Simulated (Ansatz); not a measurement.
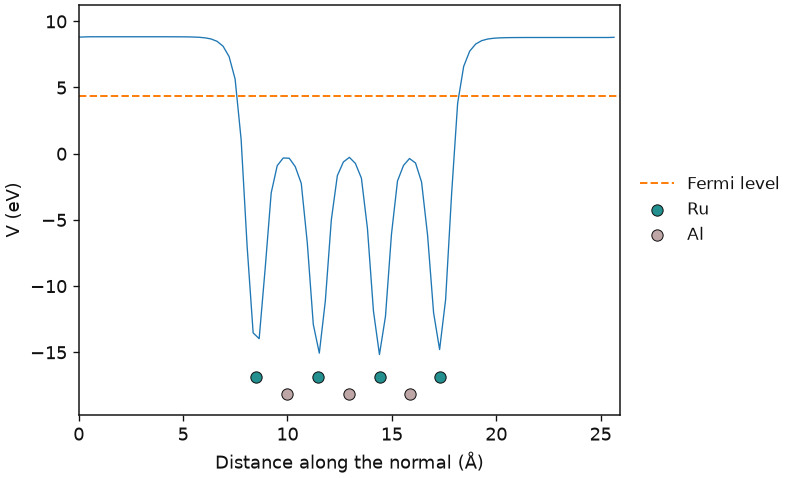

Plane-averaged electrostatic potential energy of an electron across the slab; circles at the bottom mark the heights of the atoms (positions after relaxation).

This input was run:

```
crystal:
  lattice:
    - [2.9764078218, 0.0, 0.0]
    - [0.0, 2.9764078218, 0.0]
    - [0.0, 0.0, 25.9292234653]
  atoms:
    - { symbol: Ru, position: [0.5, 0.5, 0.3278154477] }
    - { symbol: Al, position: [0.0, 0.0, 0.3852102985] }
    - { symbol: Ru, position: [0.5, 0.5, 0.4426051492] }
    - { symbol: Al, position: [0.0, 0.0, 0.5] }
    - { symbol: Ru, position: [0.5, 0.5, 0.5573948508] }
    - { symbol: Al, position: [0.0, 0.0, 0.6147897015] }
    - { symbol: Ru, position: [0.5, 0.5, 0.6721845523] }
basis:
  ecutwfc: 420
kpoints:
  mp_grid: { grid: [10, 10, 1] }
hamiltonian:
  xc: pbesol
scf:
  occupations: { method: gaussian, width: 0.1 }
output:
  forces: true
  eigenvalues: true
  write_density: true
  write_potential: true
  elf: true
  volumetric_format: npy
relax:
  adjacent_minimum: "off"
  f_tol: 0.03
  max_steps: 70
  constraints: [{ sites: [0, 1, 2] }]
efield:
  axis: 3
  dipole_correction: true
  ramp_width: 0.04
```

Run as:
```bash
ansatz run input.yaml --threads 2 --pin off --max-ram 5120MiB --backend cpu --events-out ev --progress --plain --runs-dir out
```

Read off the work function of each face.

The work function is 4.45 eV, the same on both faces. The two vacuum levels agree, so the slab has no net dipole along its normal.

How thick are slab and vacuum?

The outermost atoms are 8.8 Å apart, which leaves 17.1 Å of vacuum in a cell 25.9 Å high.
